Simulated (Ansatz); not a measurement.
The compound is SnO (space group P6_3/mmc, No. 194), taken as coordinates from a relaxation with DFT PBE, scalar-relativistic, plane waves, PAW in Ansatz 0.2.0; the starting structure was generated, so it need not be a known form of this composition.

```yaml
crystal:
  lattice:
    - [3.46895, 0.00000, 0.00000]
    - [-1.73448, 3.00420, 0.00000]
    - [0.00000, 0.00000, 6.43799]
  atoms:
    - { symbol: Sn, position: [0.00000, 0.00000, 0.00000] }
    - { symbol: Sn, position: [0.00000, 0.00000, 0.50000] }
    - { symbol: O, position: [0.33333, 0.66667, 0.75000] }
    - { symbol: O, position: [0.66667, 0.33333, 0.25000] }
```

Bonds are taken as O–Sn below 2.9 Å. The graph is simplified in the usual way: terminal and isolated atoms are pruned, two-connected atoms become edges.

What net does this leave?

The result is a binodal (6,6)-connected, three-periodic net: O is a 6-connected node; Sn is a 6-connected node, in the ratio 1:1. It is the nia net, known from NiAs. It is a single net, without interpenetration.

| node | links | point symbol | coordination sequence |
| --- | --- | --- | --- |
| O | 6 | 4⁹·6⁶ | 6 18 42 74 114 162 222 290 366 450 |
| Sn | 6 | 4¹²·6³ | 6 20 42 74 114 164 222 290 366 452 |

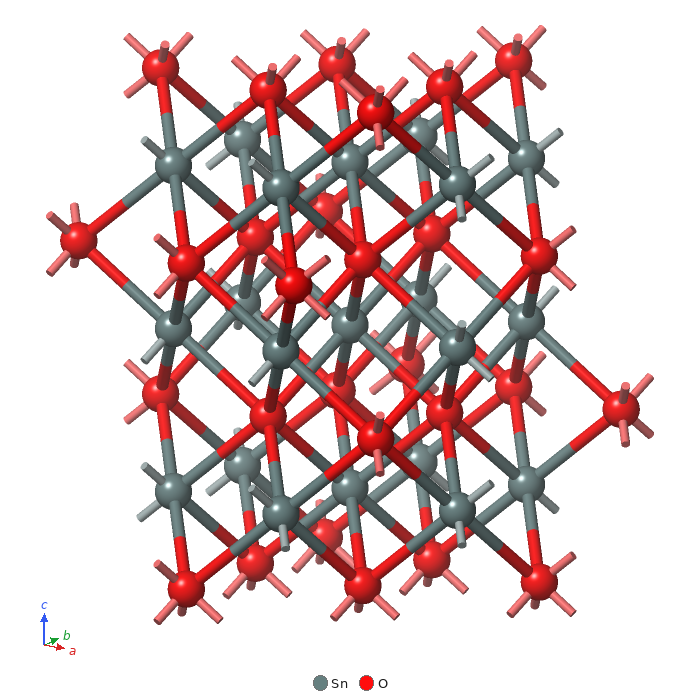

Nodes are coloured by element. Edges to nodes outside the piece are drawn as stubs.
